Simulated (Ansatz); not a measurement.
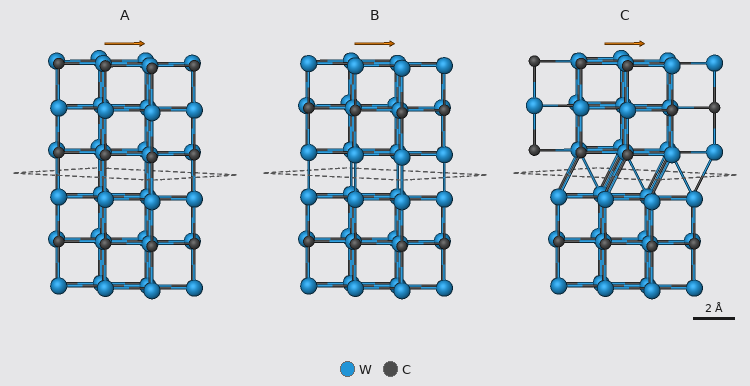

A scan of crystalline WC (Fm-3m): the crystal above a cut along the (0 0 1) plane of the conventional cell (between a plane of C/W below and one of C/W above, 2.18 Å apart) is slid rigidly by fractions of an in-plane lattice vector 4.36 Å long (a generalised stacking fault). One cut stands in each cell, which starts 8.7 Å high; nothing is relaxed, and the dashed outline marks the cut, the arrow on top the direction of slip. The picture is a ball-and-stick view of the layers on both sides of the cut, seen from the side, nearly along the cut plane.

Computed with DFT r2SCAN, scalar-relativistic, plane waves, PAW (Ansatz 0.2.0). Set-up: plane-wave cutoff 500 eV; k-point mesh 19 × 19 × 7; occupations gaussian; smearing width 0.15 eV; no spin polarisation. Energies (free energies at the smearing named) are counted from the relaxed crystal.

> Rank the frames from lowest to highest energy.

Lowest first: A (the slip 0.00, 0 mJ/m²), C (the slip 0.25, 3041 mJ/m²), B (the slip 0.50, 6890 mJ/m²). Over the whole scan: the curve starts and ends at zero, since a full lattice vector restores the crystal. Its highest computed point is 6890 mJ/m² at slip 0.50. The points are too sparse to place its extrema closely. Relaxation across the fault would lower the values.
